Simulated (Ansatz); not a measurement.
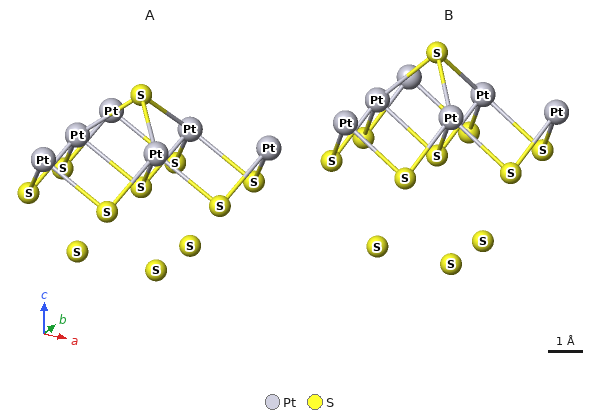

Two geometries of solid PtS2 (built on the 3R (MoS2) bulk type), drawn at one scale. One is the start of a relaxation, the other its converged end. Style: ball-and-stick. Shown: the atoms within 4.2 Å of the atom that moves most (axes of the conventional cell (3 times the calculation's cell)), slightly off an axis. Lengths and directions refer to the drawn axes.

Method: DFT, PBE-D3(BJ), plane waves, PAW (Ansatz). Set-up: plane-wave cutoff 420 eV; k-point mesh 8 × 8 × 8; occupations fermi dirac; smearing width 0.02 eV; no spin polarisation; cell and atoms relaxed; force threshold 0.005 eV/Å.

Which of the two is the end point?

Answer. Structure A is the relaxed one. Over 9 accepted moves (11 points after the start) the energy falls by 143 meV per atom. Largest force component: 0.41 eV/Å at the start, 0.00014 eV/Å at the end. The pressure goes from 1.44 to 0.00 GPa. The SCF was repeated twice at an unchanged geometry on a basis and grid sized afresh for the cell, which shifted the energy by 0.1 meV per atom at most. The largest move relative to the cell is that of an S atom, 0.15 Å along −c. By element the largest moves are S 0.15 Å, Pt 0.04 Å. The drawn cell changes as follows: a = b 3.238 → 3.460 Å (+6.8 %), c 18.238 → 14.816 Å (−18.8 %); the volume changes by −7.3 %. Among the contacts that change: S–S 3.465 → 2.903 Å, S–S 3.162 → 2.832 Å, Pt–S 2.448 → 2.480 Å, Pt–S 2.448 → 2.418 Å. Among the angles between lasting bonds that change: S–Pt–S 80.4° → 70.6°, S–Pt–S 82.8° → 91.3°, Pt–S–Pt 82.8° → 91.3°. The space group stays R3m (No. 160).
